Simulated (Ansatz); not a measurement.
**What a change does: single-point calculation on Al₂N₂**

System: Al₂N₂ (P6₃mc, 4 atoms in the cell).
Method of run A: DFT, HSE06, PAW, plane waves (Ansatz 0.2.0).

The structure was built on a prototype by a generator. Text and figures count atoms from 1; the logs count them from 0 in places.

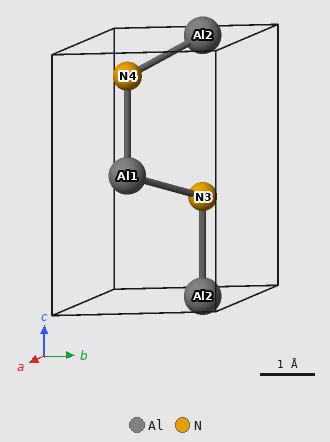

**Figure 1.** The structure (ball-and-stick view of the cell of the calculation, seen slightly off an axis; atoms are numbered from 1 in the order of the input).

## Input, run A
```yaml
crystal:
  lattice:
    - [3.113816, 0.000000, 0.000000]
    - [-1.556908, 2.696644, 0.000000]
    - [0.000000, 0.000000, 4.983529]
  atoms:
    - { symbol: Al, position: [0.666667, 0.333333, 0.496999] }
    - { symbol: Al, position: [0.333333, 0.666667, 0.997000] }
    - { symbol: N, position: [0.333333, 0.666667, 0.379001] }
    - { symbol: N, position: [0.666667, 0.333333, 0.879000] }
kpoints:
  mp_grid: { grid: [9, 9, 5] }
  band_path: { path: [VBM, CBM], npoints: 2 }
hamiltonian:
  xc: hse06
scf:
  occupations: { method: fermi_dirac, width: 0.01 }
output:
  forces: true
  eigenvalues: true
  populations: true
```

Hardware: 8 CPU threads, shared host.

## Output, shortened to warnings, some set-up lines, iterations and results (run A)
```
Basis set: ecut = 420 eV, 809 PW (Γ), exchange–correlation on 48×48×72 points (8 copies of the dense FFT grid, shifted against one another)
Symmetry: 12 space group operations
k-points: 36 of 405 (time reversal used)
Initial density: superposition of atomic densities (neutral atoms: chi_scale 0, normalization atom), corrected by the library's trained network
[...]
SCF iter   1: F=—  HF=-1848.489562 eV  |F-HF|=—  |Δ(HF+E_count)|=         —  Δρ=8.02e-4  dr2=1.09e-4  ethr=1.77e-3  ⟨swp⟩=2.0  Hψ=3323  notcnv=0
SCF iter   2: F=-1848.489870 eV  HF=-1848.489802 eV  |F-HF|=6.75e-5  |Δ(HF+E_count)|=   2.41e-4  Δρ=4.08e-4  dr2=2.73e-5  ethr=6.81e-7  ⟨swp⟩=5.9  Hψ=1600  notcnv=0  defer=19
SCF 1 stopped early in 2 iterations: F = -1848.489870 eV  dr2 = 2.73e-5
SCF iter   1: F=—  HF=-1849.421288 eV  |F-HF|=—  |Δ(HF+E_count)|=         —  Δρ=6.30e-3  dr2=7.68e-3  ethr=1.71e-6  ⟨swp⟩=9.6  Hψ=2516  notcnv=0
SCF iter   2: F=—  HF=-1849.418405 eV  |F-HF|=—  |Δ(HF+E_count)|=   2.88e-3  Δρ=2.80e-3  dr2=2.15e-3  ethr=1.71e-6  ⟨swp⟩=3.9  Hψ=1359  notcnv=0
[... 5 lines ...]
SCF 2 stopped early in 7 iterations: F = -1849.422947 eV  dr2 = 1.91e-7
SCF iter   1: F=—  HF=-1849.422936 eV  |F-HF|=—  |Δ(HF+E_count)|=         —  Δρ=2.17e-5  dr2=6.82e-8  ethr=2.03e-7  ⟨swp⟩=4.6  Hψ=1136  notcnv=0
SCF iter   2: F=—  HF=-1849.422936 eV  |F-HF|=—  |Δ(HF+E_count)|=   1.12e-7  Δρ=7.63e-6  dr2=1.06e-8  ethr=3.92e-10  ⟨swp⟩=4.8  Hψ=1303  notcnv=0
SCF iter   3: F=-1849.422936 eV  HF=-1849.422936 eV  |F-HF|=1.81e-9  |Δ(HF+E_count)|=   6.00e-9  Δρ=3.00e-6  dr2=1.33e-9  ethr=5.69e-11  ⟨swp⟩=3.6  Hψ=843  notcnv=0  defer=18
SCF 3 converged in 3 iterations: F = -1849.422936 eV  dr2 = 1.33e-9
  Residual-converged pass: ⟨swp⟩=3.1  Hψ=1010  notcnv=0  max |occ|·‖R‖ = 6.0e-7 eV (tolerance 6.3e-7 eV)  dr2=1.25e-9  dr2_onsite=9.80e-10  max |Δocc| = 0.0e0
hybrid outer 2: dexx = +7.116e-8 eV, tail = 6.00e-9 eV, Δε = 7.77e-4 eV (about 2.53e-5 eV left of the loop's levels), ΔF = 3.54e-4 eV/Å (tail 1.50e-4)
NSCF: frozen V_eff on 28 k-points, pencils in batches of 32, up to order 56
NSCF: frozen V_eff on 28 k-points, pencils in batches of 32, up to order 56
NSCF: frozen V_eff on 28 k-points, pencils in batches of 32, up to order 56
NSCF: frozen V_eff on 28 k-points, pencils in batches of 32, up to order 56
NSCF: frozen V_eff on 2 k-points
NSCF: frozen V_eff on 3 k-points
NSCF: frozen V_eff on 3 k-points
NSCF: frozen V_eff on 3 k-points
NSCF: frozen V_eff on 3 k-points
NSCF: frozen V_eff on 3 k-points
NSCF: frozen V_eff on 3 k-points
hybrid SCF converged: 2 outer / 10 inner (+2 warm-up), last move |dexx| = 7.12e-8 eV, tail = 6.00e-9 eV
Stability not checked: this state was not tested for a lower state beside it, because the functional holds exact exchange (a hybrid, or Hartree-Fock), whose exchange loop this test does not read (fock_operator; see scf.lower_state_search)
Free energy (F): -1849.422936 eV
Harris-Foulkes:  -1849.422936 eV  (|F-HF|=1.81e-9)
Internal energy: -1849.422936 eV  (E = F + TS)
E sigma→0 (E₀):  -1849.422936 eV
Fermi energy:    8.993273 eV
--- Per-component energies (eV) ---
  E_band       = 7.630139
  E_kinetic    = 319.854297
  E_local      = -447.629627  (includes V_loc(G=0)·N_el)
  E_nonlocal   = 108.383431
  E_hartree    = 156.322171
  E_xc         = -165.200435
  E_vxc        = -173.880136  (∫ρ·V_xc dr)
  E_exx        = -35.850554  (= α·E_x^exact, valence–valence)
  E_paw        = -1193.701913  (= ΣΔE_a)
  E_vpaw       = -40.041064  (= ΣTr[D̂ρ^β])
  E_aug_tail   = 0.000193  (compensation charges beyond the density's cutoff)
  E_ewald      = -591.466502
  E_core_change = -0.133989  (= ΣΔE_core)
  E_smearing   = -0.000000  (= −TS)
  E_closure    = -0.000005  (closes the sum)
  Σ components = -1849.422936   (vs F -1849.422936, Δ=0.00e0)
--- Forces (eV/Å), atoms counted from 1 ---
  atom   1  Al     0.00000000     0.00000000     0.00421432
  atom   2  Al     0.00000000    -0.00000000     0.00421432
  atom   3  N     -0.00000000     0.00000000    -0.00423121
  atom   4  N      0.00000000    -0.00000000    -0.00423121
  max |Σ_I F_I| component: 3.38e-5 eV/Å
--- Löwdin populations: 4 sites ---
  site symbol       q [e]
     0     Al      1.8673
     1     Al      1.8673
     2      N      6.0628
     3      N      6.0628
  spilling = 0.008738 (of n_electrons = 16.000000)
```

For run B the input was changed thus:
```diff
-  xc: hse06
+  xc: pbesol
+  stress: true
```

How does run B compare with run A?

The total energies belong to different methods, so their difference says nothing on which is more stable or more accurate. The functional changes from HSE06 to PBEsol. The SCF takes 6 iterations against 12.

## Output, shortened to warnings, some set-up lines, iterations and results (run B)
```
Basis set: ecut = 420 eV, 809 PW (Γ), exchange–correlation on 48×48×72 points (8 copies of the dense FFT grid, shifted against one another)
Symmetry: 12 space group operations
k-points: 36 of 405 (time reversal used)
Initial density: superposition of atomic densities (neutral atoms: chi_scale 0, normalization atom), corrected by the library's trained network
[...]
SCF iter   1: F=—  HF=-1811.930568 eV  |F-HF|=—  |Δ(HF+E_count)|=         —  Δρ=1.04e-2  dr2=4.79e-2  ethr=1.77e-3  ⟨swp⟩=5.9  Hψ=2901  notcnv=0
SCF iter   2: F=—  HF=-1811.916986 eV  |F-HF|=—  |Δ(HF+E_count)|=   1.36e-2  Δρ=1.32e-3  dr2=7.90e-4  ethr=2.99e-4  ⟨swp⟩=2.9  Hψ=1073  notcnv=0
SCF iter   3: F=—  HF=-1811.916827 eV  |F-HF|=—  |Δ(HF+E_count)|=   1.59e-4  Δρ=4.80e-4  dr2=5.24e-5  ethr=4.94e-6  ⟨swp⟩=2.3  Hψ=692  notcnv=0
SCF iter   4: F=—  HF=-1811.916704 eV  |F-HF|=—  |Δ(HF+E_count)|=   1.23e-4  Δρ=2.40e-5  dr2=1.14e-7  ethr=3.27e-7  ⟨swp⟩=1.7  Hψ=575  notcnv=0
SCF iter   5: F=-1811.916704 eV  HF=-1811.916704 eV  |F-HF|=9.37e-11  |Δ(HF+E_count)|=   4.11e-8  Δρ=2.47e-6  dr2=8.80e-10  ethr=7.12e-10  ⟨swp⟩=2.1  Hψ=691  notcnv=0
SCF iter   6: F=-1811.916704 eV  HF=-1811.916704 eV  |F-HF|=0.00e0  |Δ(HF+E_count)|=  8.76e-10  Δρ=1.80e-7  dr2=6.40e-12  ethr=5.50e-12  ⟨swp⟩=1.3  Hψ=1617  notcnv=0
SCF 1 converged in 6 iterations: F = -1811.916704 eV  dr2 = 6.40e-12
NSCF: frozen V_eff on 28 k-points, pencils in batches of 32, up to order 56
NSCF: frozen V_eff on 28 k-points, pencils in batches of 32, up to order 56
NSCF: frozen V_eff on 28 k-points, pencils in batches of 32, up to order 56
NSCF: frozen V_eff on 28 k-points, pencils in batches of 32, up to order 56
NSCF: frozen V_eff on 2 k-points
NSCF: frozen V_eff on 3 k-points
NSCF: frozen V_eff on 3 k-points
NSCF: frozen V_eff on 3 k-points
NSCF: frozen V_eff on 3 k-points
NSCF: frozen V_eff on 3 k-points
NSCF: frozen V_eff on 3 k-points
SCF converged after 6 iterations
Free energy (F): -1811.916704 eV
Harris-Foulkes:  -1811.916704 eV  (|F-HF|=0.00e0)
Internal energy: -1811.916704 eV  (E = F + TS)
E sigma→0 (E₀):  -1811.916704 eV
Fermi energy:    9.088167 eV
--- Per-component energies (eV) ---
  E_band       = 28.520730
  E_kinetic    = 317.496715
  E_local      = -446.175666  (includes V_loc(G=0)·N_el)
  E_nonlocal   = 111.268442
  E_hartree    = 153.723420
  E_xc         = -201.378506
  E_vxc        = -214.926291  (∫ρ·V_xc dr)
  E_paw        = -1155.479269  (= ΣΔE_a)
  E_vpaw       = -46.589529  (= ΣTr[D̂ρ^β])
  E_aug_tail   = 0.000188  (compensation charges beyond the density's cutoff)
  E_ewald      = -591.466502
  E_core_change = 0.094476  (= ΣΔE_core)
  E_smearing   = -0.000000  (= −TS)
  E_closure    = -0.000000  (closes the sum)
  Σ components = -1811.916704   (vs F -1811.916704, Δ=0.00e0)
--- Forces (eV/Å), atoms counted from 1 ---
  atom   1  Al     0.00000000     0.00000000     0.00086572
  atom   2  Al     0.00000000    -0.00000000     0.00086572
  atom   3  N     -0.00000000     0.00000000    -0.00085952
  atom   4  N      0.00000000    -0.00000000    -0.00085952
  max |Σ_I F_I| component: 1.24e-5 eV/Å
--- Stress (GPa, compression-positive) ---
        0.003839      -0.000000       0.000000
       -0.000000       0.003839      -0.000000
        0.000000      -0.000000      -0.003947
  P = ⅓ Tr σ = 0.0012 GPa (0.012 kbar)
--- Löwdin populations: 4 sites ---
  site symbol       q [e]
     0     Al      1.9250
     1     Al      1.9250
     2      N      6.0100
     3      N      6.0100
  spilling = 0.008128 (of n_electrons = 16.000000)
```

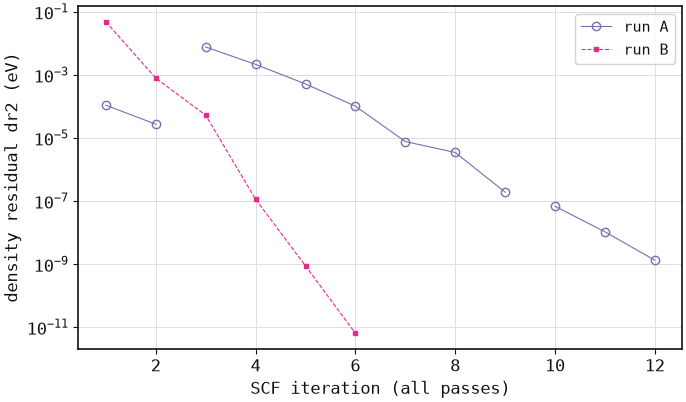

**Figure 2.** Convergence of the two runs: density residual dr2 against the SCF iteration. A break in a curve parts two SCF passes. Run A takes 12 iterations in all, and run B takes 6.

## The two runs side by side

| quantity | run A | run B |
| --- | --- | --- |
| outcome | converged | converged |
| free energy per atom (eV) | −462.3557 | −452.9792 |
| largest force (eV/Å) | 0.004 | 0.001 |
| SCF iterations | 12 | 6 |
| irreducible k-points | 36 | 36 |
| plane waves at Γ | 809 | 809 |
| pressure (GPa) | – | 0.00 |
| wall time (shared host) | 49 s | 1.8 s |

For both runs: Warnings: the structure was made exactly symmetric.
